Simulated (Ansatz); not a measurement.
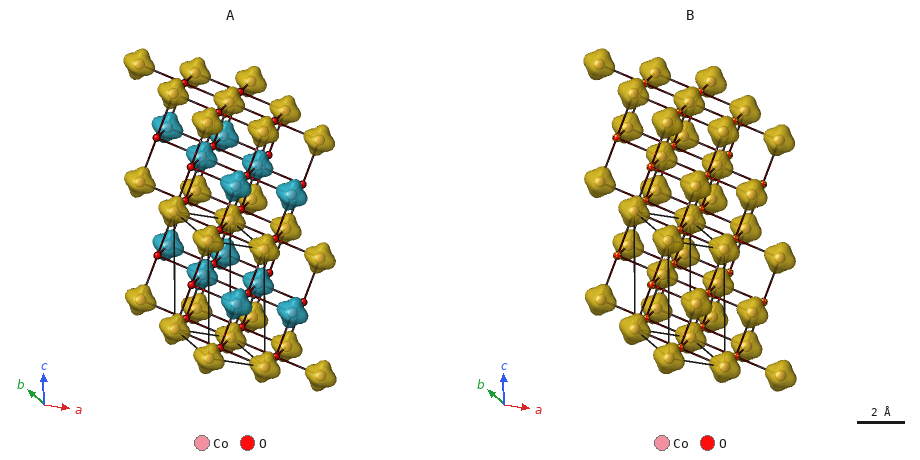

The picture shows: CoO. Spin density of two self-consistent states of the same cell, at +0.5 (yellow) and −0.5 e/Å³ (cyan).

Space group I4/mmm; spin-polarised.

These are results of DFT, PBE, PAW, plane waves, scalar-relativistic (Ansatz), not measurements.

Core electrons are frozen (PAW), and the valence fields are smoothed inside the atomic spheres.

Q: Describe the two states. Which lies lower in energy?

A: State A: antiferromagnetic in this solution, which needn't be the ground state, with some nearest magnetic neighbours parallel and some opposed; Co: +2.2 μB and −2.2 μB in one cell of 4 atoms, with smaller moments on O (±0.11 μB). State B: parallel main moments (a ferromagnetic arrangement) in this solution; Co: +2.5 μB (×2) in one cell of 4 atoms, with smaller moments on O (up to +0.31 μB). State B lies lower by 26 meV per atom.
